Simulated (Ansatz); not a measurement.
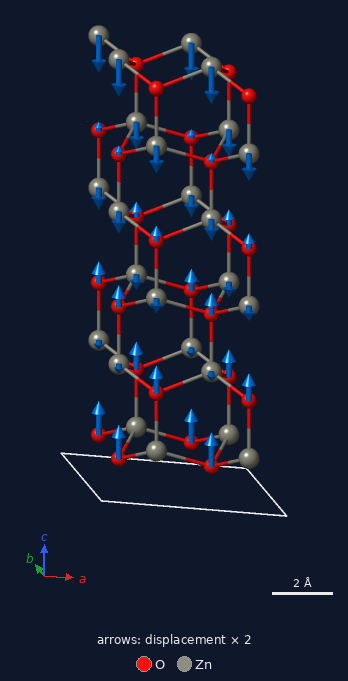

A (0 0 1) slab of ZnO as cut from the relaxed bulk. The blue arrows show how the atoms are displaced, magnified 2 times. The picture is a ball-and-stick view of the 2 × 2 repeat of the cell, outlined in the plane, without the vacuum, seen slightly off an axis.

Method: DFT PBE, scalar-relativistic, plane waves, PAW (Ansatz). Settings: plane-wave cutoff 420 eV; occupations gaussian; no spin polarisation. The k-mesh is chosen for each cell (12×12×6, 9×9×1). Smearing widths differ between the runs.

Question: Describe the change and its computed effect.

Answer: The atoms of the slab are relaxed at the bulk's in-plane cell. The surface energy (mean of the two faces) falls from 1.85 to 1.34 J/m². The top spacing, between the Zn and O planes, goes from 0.64 to -0.05 Å (−107.4 %), the bottom one (O to Zn) from 0.64 to 0.05 Å (−92.1 %). The cell doesn't change. The atom that moves furthest relative to the layer's centre is a Zn atom (0.65 Å along the normal (−c)). By element the largest moves are Zn 0.65 Å, O 0.59 Å. Among the bonded contacts that change: O–Zn 2.000 → 1.893 to 2.549 Å.
